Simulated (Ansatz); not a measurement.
System: CsH, space group I4/mmm, 2 atoms in the cell, rocksalt type, uniaxial (z) strain +1.8%.

```yaml
crystal:
  lattice:
    - [0.00000, 3.18927, 3.24635]
    - [3.18927, 0.00000, 3.24635]
    - [3.18927, 3.18927, 0.00000]
  atoms:
    - { symbol: Cs, position: [0.00000, 0.00000, 0.00000] }
    - { symbol: H, position: [0.50000, 0.50000, 0.50000] }
```

Computed with Ansatz 0.2.0: DFT, r2SCAN, plane waves, PAW, no spin polarisation, 8×8×8 k mesh, 500 eV cutoff.

Predict the main features of the density of states.

There is a gap; over the k points computed it is 2.70 eV (direct among those points). The upper group of valence states starts about 1.6 eV under the valence-band top, with a gap beneath it; it holds about 2 electrons a cell. Within the window shown, the tallest peak of the filled states lies 0.6 eV under the valence-band top, at about 2.8 states per eV and cell.

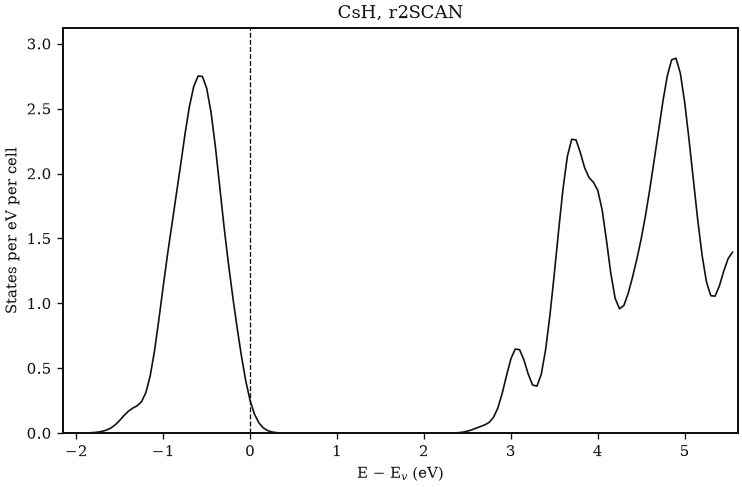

Density of states. Energies are counted from the top of the valence band. The curve is built from the levels of the k mesh with Gaussians 0.3 eV wide, which also blur the band edges.
